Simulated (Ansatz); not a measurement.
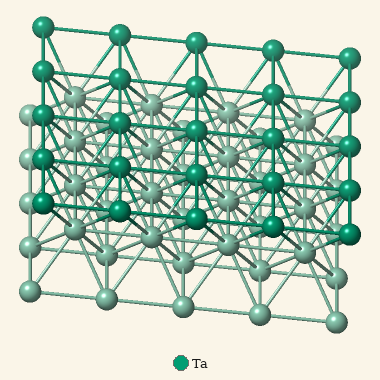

The system is Si on a Ta(100) slab cut from the Fm-3m phase, its upper half relaxed before the scan (12 atoms of substrate and one adsorbate in a 2 × 2 cell); the picture shows it without the atoms that are moved over the map. Si is moved over the surface cell; relaxed at each place: the height of the adsorbate's atoms; substrate rigid; the origin of the map has the adsorbate above Ta9. Places are given modulo a cell vector. The map is drawn in real space over the plane of the surface. The grid has 6 × 6 points; 10 points were computed and 26 follow by symmetry. Places are given in fractions of the 1 × 1 surface cell. All energies are given in eV relative to the lowest grid point. These are results of DFT PBE, scalar-relativistic, plane waves, PAW in Ansatz, not measurements. Settings: cutoff 420 eV, k-mesh 5×5×1, gaussian smearing 0.1 eV, no spin polarisation.

Range: position of Si13 along the first surface vector from 0.000 to 0.833; position of Si13 along the second surface vector from 0.000 to 0.833.

What will the energy surface look like?

Answer. The lowest grid point is at a fourfold hollow over a second-layer Ta atom, (3/6, 3/6) of the cell vectors. No other kind of well shows on this grid. The highest grid point, the top site over a surface Ta atom, (0/6, 0/6) of the cell vectors, lies 2.40 eV above the lowest. On the interpolated surface the easiest way out of the lowest well to its copy in the next cell or period passes a barrier of about 1.6 eV. At the lowest point the adsorbate has 4 Ta at 2.57 Å as nearest neighbours, at the highest 1 Ta at 2.45 Å. Its relaxed height above the top atom is 1.46 Å at the lowest and 2.45 Å at the highest point.

```csv
"second ↓, first →",0/6,1/6,2/6,3/6,4/6,5/6
5/6,2.32,2.22,1.86,1.38,1.86,2.22
4/6,2.02,1.86,1.31,0.69,1.31,1.86
3/6,1.60,1.38,0.69,0.00,0.69,1.38
2/6,2.02,1.86,1.31,0.69,1.31,1.86
1/6,2.32,2.22,1.86,1.38,1.86,2.22
0/6,2.40,2.32,2.02,1.60,2.02,2.32
```

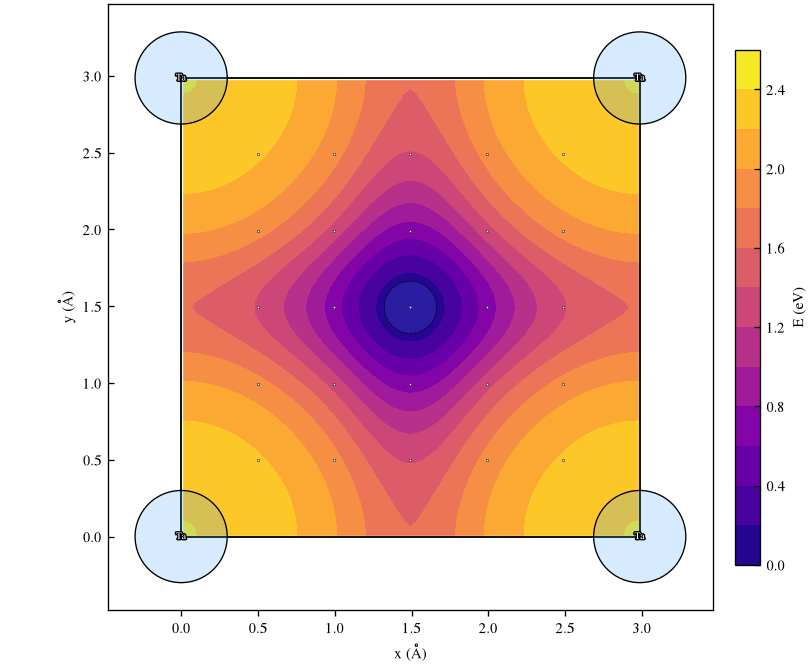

The picture shows filled contours, dots at the grid points, labelled circles for the atoms of the top layer and small ones for the second layer, the outline of one cell of the plane. Between grid points the surface is interpolated.

The whole map (10 points run) took 7.6 min on 4 threads of Intel(R) Xeon(R) Platinum 8175M CPU @ 2.50GHz (Skylake/Cascade Lake), on a shared host.

PAW datasets: the set soft_1.
